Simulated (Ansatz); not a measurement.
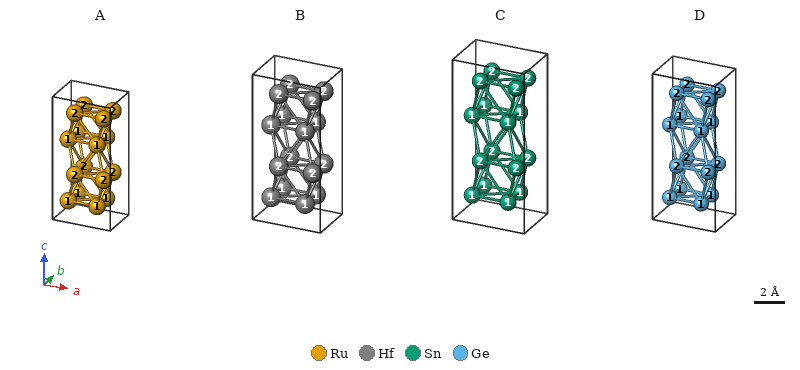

One structure type (space group P6_3/mmc for the parent) with different elements on its sites, each relaxed in cell and atoms to zero pressure (within 0.1 GPa). The picture is a ball-and-stick view of the cell of the calculation, repeated to show the pattern, seen slightly off an axis.

Theory: Ansatz, DFT PBE, scalar-relativistic, plane waves, PAW. Set-up: plane-wave cutoff 420 eV; occupations gaussian; smearing width 0.1 eV; no spin polarisation. The k-mesh is chosen for each cell (18×18×10, 18×18×8, 12×12×8).

### Give the formulas, and rank the crystals by volume per atom, smallest first.

A = Ru (13.8 Å³), D = Ge (19.4 Å³), B = Hf (22.5 Å³), C = Sn (27.7 Å³).
